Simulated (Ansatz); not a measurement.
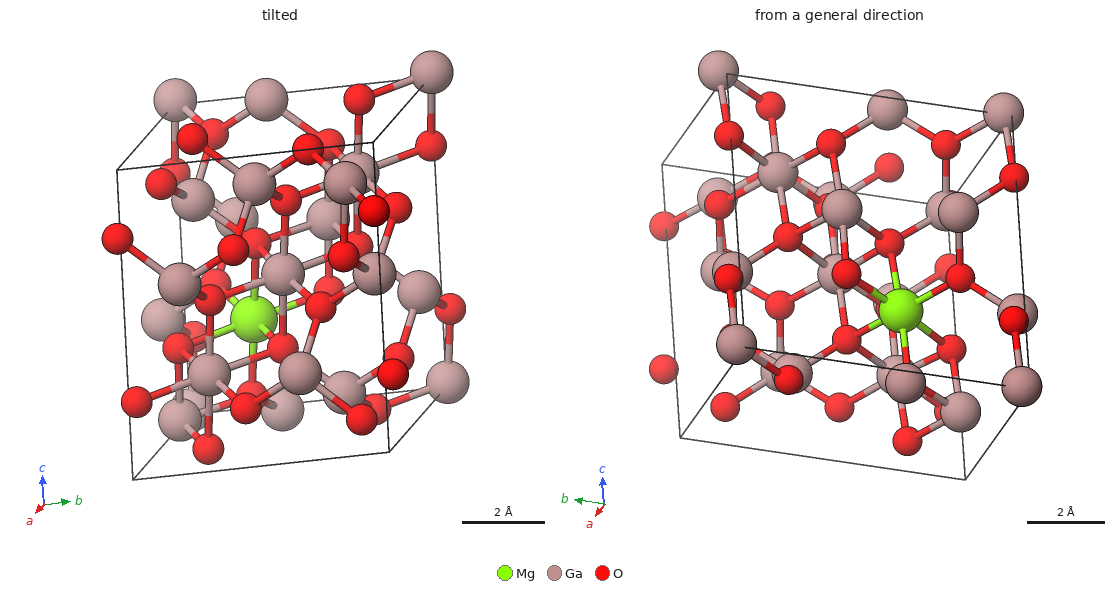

View slightly off an axis and from a general direction, drawn as a ball-and-stick model. The parallelepiped is the supercell. The host is Ga₂O₃, in a cell of 40 sites, and the cell is neutral.

Q: Spot the defect.

A: Magnesium on a gallium site (a substitutional impurity). It is bonded to six O in a distorted octahedral arrangement at about 2.0 to 2.2 Å.

Run with Ansatz, DFT PBE, scalar-relativistic, plane waves, PAW and these settings: a basis cut at 420 eV, Brillouin-zone sampling on a 2×2×2 mesh, Gaussian smearing of 0.02 eV, collinear spins.

Q: Is there a net moment in the defective cell?

A: Yes, 1.0 μB in the cell.

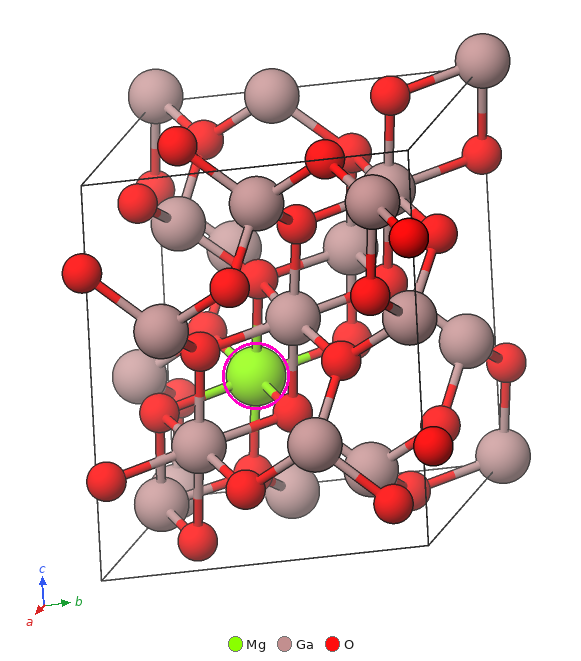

The same cell with a ring at the defect's site.

The atoms were relaxed in the host's cell with Ansatz 0.2.0, DFT PBE, scalar-relativistic, plane waves, PAW.
